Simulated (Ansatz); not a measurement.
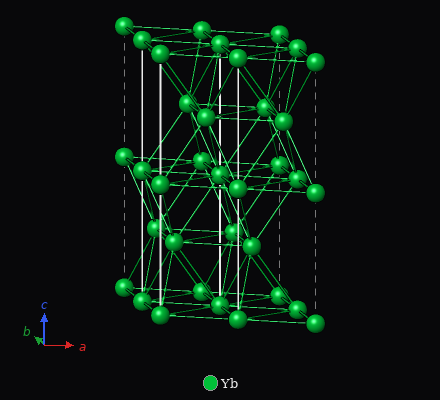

Yb (P6_3/mmc, No. 194): the geometry relaxed at fixed volume with Ansatz, DFT PBE, spin-orbit coupling, plane waves, PAW; the starting structure was generated, so it need not be a known form of this composition.

```
Yb
1.0
     3.63978    0.00000    0.00000
    -1.81989    3.15215    0.00000
     0.00000    0.00000   11.89855
Yb
4
Direct
  0.00000 0.00000 0.00000
  0.00000 0.00000 0.50000
  0.33333 0.66667 0.25000
  0.66667 0.33333 0.75000
```

Q: What will a dark-field STEM-like image along [001] show? Simulated incoherent Z contrast: every atom adds Z^1.6 spread by a probe of 0.98 Å full width; channelling and multiple scattering are left out. The probe carries 15 % of its weight in a tail 2.5 times as wide. The display is stretched by a gamma of 0.65; percentages refer to the linear signal. Shot noise was added.

A: The columns repeat on a hexagonal net with a repeat of 3.64 Å (plane group p6mm). The brightest columns hold 2 Yb per repeat; in falling brightness follow 1 Yb (about 50 %). Brightness is counted from the darkest point of the image. The shortest distance between visible columns is 2.10 Å in projection. Along the beam the structure repeats every 11.90 Å.

```csv
column,atoms along the beam per repeat,peak brightness
Yb,2 Yb,100 %
Yb,1 Yb,50 %
```

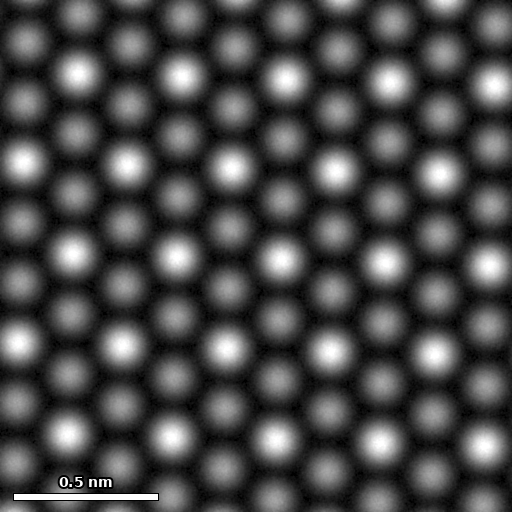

The simulated image.
